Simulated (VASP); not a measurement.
```
Zn O
1.0
     2.10436    0.00000    2.10436
     2.23453    0.00000   -2.23453
     0.00000    4.33888    0.00000
Zn O
2 2
Direct
  0.00000 0.00000 0.00000
  0.50000 0.50000 0.50000
  0.50000 0.50000 0.00000
  0.00000 0.00000 0.50000
```

Space group Immm; a structure from a database of computed crystals, not necessarily the ambient phase; changed on purpose from its base cell (strain -0.0600 x Voigt [0, 0, 0, 0, 1, 0], atoms carried along); computed pressure about −14 GPa in this cell.

The calculation used Kohn-Sham DFT of a periodic cell, LDA, VASP PAW LDA potentials, recommended (VASP 6.6.1).

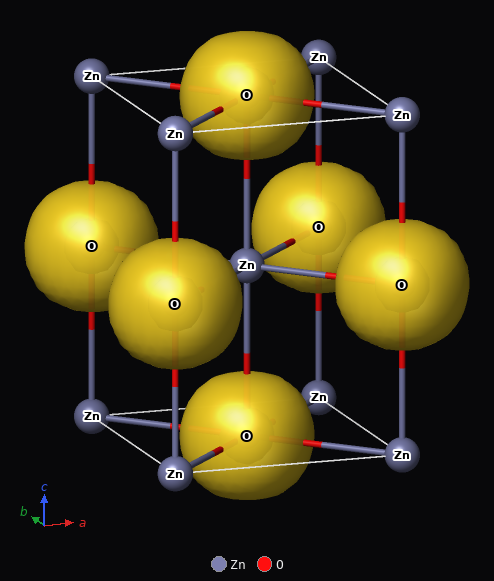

ZnO. Isosurface of the ELF at 0.7 (yellow), seen slightly off an axis. Core shells and regions of very low density are left out. Sticks mark near contacts.

Core electrons are frozen (PAW), and the valence fields are smoothed inside the atomic spheres.

Identify the bonds, lone pairs and shells in this picture.

The surface consists of two regions wrapped around O (the valence shell of each), counted in one cell of 4 atoms. Any copies at cell faces, edges or corners count once. Profiles from the grid: Zn–O (2.17 Å): the ELF peaks at about 0.85 in the valence shell of O, 0.6 Å from its nucleus, and is about 0.20 at the midpoint (no shared electron pair shows on this line).

Does the calculation give a band gap?

It is gapped, with a Kohn–Sham gap of 0.60 eV on the k-point mesh, an upper bound to the gap of this method.
